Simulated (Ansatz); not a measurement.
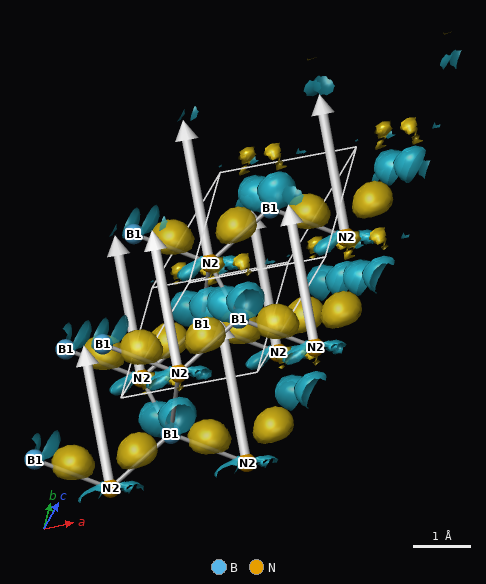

The picture shows: BN. N2 was moved by 0.15 Å along [−1 1 1] in the axes of the cell drawn (arrow, not to scale). Change of the density less the rigid motion of the neutral atom's own density: yellow surfaces at +0.08 and cyan ones at −0.08 e/Å³, in the cell of the calculation (origin moved) seen at an oblique angle.

Space group F-43m; the calculation finds a residual pressure of about 6 GPa at this fixed cell. The cell comes from a database of computed structures, not from a measurement.

Theory: DFT PBE, scalar-relativistic, plane waves, PAW in Ansatz.

Core electrons are frozen (PAW), so the fields are smoothed inside the atomic spheres.

```
B N
1.0
     0.00000    1.81300    1.81300
     1.81300    0.00000    1.81300
     1.81300    1.81300    0.00000
B N
1 1
Cartesian
  0.0000 0.0000 0.0000
  2.8695 2.7195 2.7195
```

### How do the electrons respond beyond following the atom?

About 0.15 e is rearranged in the cell. Outside the cores the largest gain, 0.15 e/Å³, lies 0.7 Å from a nitrogen nucleus and 0.8 Å from a boron one, and the largest loss, 0.14 e/Å³, lies 0.8 Å from a boron nucleus and 1.0 Å from a nitrogen one.

### What restoring force does the calculation give for this move?

The force on it changes by 3.37 eV/Å along the move, against it: a stiffness of about 22 eV/Å² for this sublattice shift.

Run times: 9.2 s (moved atom) and 6.5 s (base cell), on 2 threads of Intel(R) Xeon(R) 6975P-C (Granite Rapids), with other jobs on the host.
